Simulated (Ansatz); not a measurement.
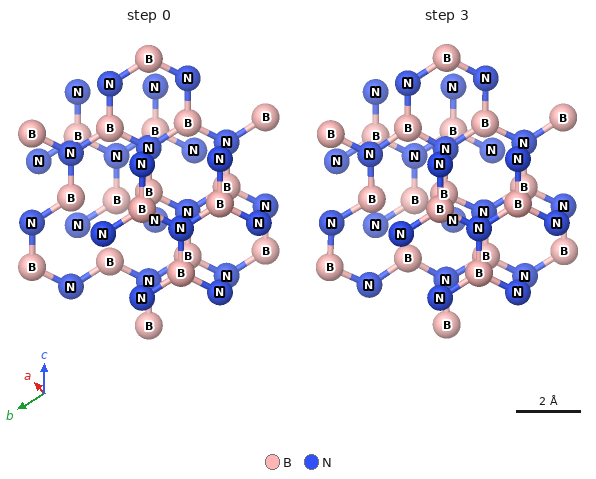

The structure of a defect cell of composition B24N23 before (left) and after (right) a relaxation, at one scale.

The picture is a ball-and-stick view of the atoms within 5.0 Å of the atom that moves most (axes of the cell of the calculation), seen from a free direction.

Case: N vacancy (site f), charge +0, atoms relaxed at the host's cell.

Computed with Ansatz, DFT PBE, scalar-relativistic, plane waves, PAW. (plane-wave cutoff 420 eV; k-point mesh 2 × 2 × 2; occupations gaussian; smearing width 0.01 eV; collinear spin; atoms relaxed in a fixed cell; force threshold 0.025 eV/Å; at most 45 steps)

Describe what moved and what it gained.

Answer. The largest moves, 0.10 Å, are those of B atoms. Largest moves by element: B 0.10 Å, N 0.05 Å. The cell stays as it was. Some distances before and after: B–N 1.450 → 1.469 Å, B–N 1.450 → 1.445 Å. Among the angles between lasting bonds that change: N–B–N 120.0° → 115.0°, N–B–N 120.0° → 115.9°, B–N–B 120.0° → 117.1°. The energy falls by 0.302 eV per cell of the calculation in 3 geometry steps. Largest force component: 1.1 eV/Å at the start, 0.016 eV/Å at the end. Cost: 56 s on 4 threads of Arm Neoverse V2, with other jobs on the host, peak memory 1.9 GiB.

Limits of the set-up: the k-point mesh is coarse for a cell with partly filled bands; the periodic images lie only 8.4 Å apart, so the values are limited by the cell's size.
